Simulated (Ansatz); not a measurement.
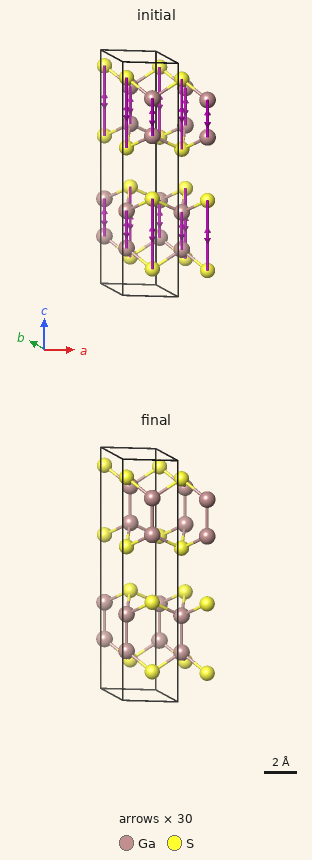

The structure of a crystal of GaS (set up in P6_3/mmc) before (top) and after (bottom) a relaxation, at one scale. The purple arrows give the displacements (the part carried along by the change of the cell is left out), magnified 30 times.

The picture is a ball-and-stick view of the cell of the calculation, repeated 2 × 2 × 1 with one cell outlined, seen slightly off an axis.

Theory: Ansatz, DFT PBEsol, scalar-relativistic, plane waves, PAW; settings changed.

Input
```yaml
crystal:
  lattice:
    - [3.585, 0.0, 0.0]
    - [-1.7925, 3.1047010726, 0.0]
    - [0.0, 0.0, 15.5]
  atoms:
    - { symbol: Ga, position: [0.3333333333, 0.6666666667, 0.17] }
    - { symbol: Ga, position: [0.6666666667, 0.3333333333, 0.67] }
    - { symbol: Ga, position: [0.3333333333, 0.6666666667, 0.33] }
    - { symbol: Ga, position: [0.6666666667, 0.3333333333, 0.83] }
    - { symbol: S, position: [0.3333333333, 0.6666666667, 0.6] }
    - { symbol: S, position: [0.6666666667, 0.3333333333, 0.1] }
    - { symbol: S, position: [0.3333333333, 0.6666666667, 0.9] }
    - { symbol: S, position: [0.6666666667, 0.3333333333, 0.4] }
basis:
  ecutwfc: 420
kpoints:
  mp_grid: { grid: [12, 12, 2] }
hamiltonian:
  xc: pbesol
scf:
  occupations: { method: cold, width: 0.025 }
output:
  forces: true
  eigenvalues: true
  stress: true
relax:
  adjacent_minimum: "off"
  f_tol: 0.005
  max_steps: 80
  cell: { stress_tol: 0.05 }
```

Command:
```bash
ansatz run input.yaml --threads 2 --pin off --max-ram 7168MiB --backend cpu --events-out ev --progress --plain --runs-dir out
```

**Summarise the run.**

The largest moves relative to the cell, 0.097 Å, are those of S5, S6, S7 and S8. S5 goes along +c. By element the largest moves are S 0.097 Å, Ga 0.062 Å. The drawn cell changes as follows: a = b 3.585 → 3.568 Å (−0.5 %), c 15.500 → 16.011 Å (+3.3 %); the volume changes by +2.3 %. Near-neighbour distances that change, for instance: Ga1–Ga3 2.480 → 2.437 Å, Ga1–S6 2.337 → 2.329 Å. The space group stays P6_3/mmc (No. 194). After 4 accepted moves (5 points after the start) the energy has fallen by 3.6 meV per atom. The largest force component goes from 0.21 to 0.0024 eV/Å. Pressure: −0.85 GPa at the start and 0.01 GPa at the end. The SCF was repeated once at an unchanged geometry on a basis and grid sized afresh for the cell, which shifted the energy by 0.1 meV per atom at most.
